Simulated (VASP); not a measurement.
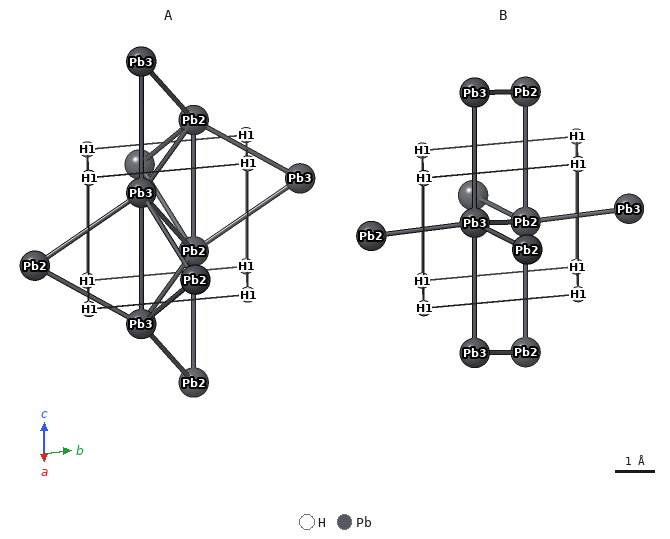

Two geometries of solid HPb2 (a generated structure, set up in P-3m1), drawn at one scale. One is the start of a relaxation, the other its converged end. The picture is a ball-and-stick view of the cell of the calculation, seen from a free direction.

The calculation used Kohn-Sham DFT of a periodic cell, PBEsol, VASP PAW PBE potentials, recommended in VASP 6.6.1. (plane-wave cutoff 600 eV; k-point mesh 7 × 7 × 8; occupations gaussian; smearing width 0.05 eV; no spin polarisation)

**Which of the two is the end point?**

Structure A is the relaxed one. The run lets cell and atoms move. After 29 geometry steps the energy has fallen by 523 meV per atom. Largest force component: 0.93 eV/Å at the start, 0.0079 eV/Å at the end. Pressure: 11.88 GPa at the start and 0.00 GPa at the end. The largest moves relative to the cell, 0.78 Å, are those of Pb2 and Pb3. Pb3 goes along +c. H stays in place. The volume changes by +6.9 %, with a = b 4.642 → 4.781 Å (+3.0 %), c 3.416 → 3.444 Å (+0.8 %). Near-neighbour distances that change, for instance: Pb2–Pb3 4.079 → 3.159 Å, Pb2–Pb3 (another image) 2.702 → 3.356 Å, Pb2–Pb2 3.416 → 3.444 Å. Bond angles that change, for instance: Pb2–Pb3–Pb2 118.4° → 90.9°, Pb2–Pb3–Pb3 97.3° → 124.7°, Pb2–Pb3–Pb3 82.7° → 55.3°. The space group stays P-3m1 (No. 164). It ran on 1 thread of Intel(R) Xeon(R) Platinum 8559C (Emerald Rapids), on a shared host.
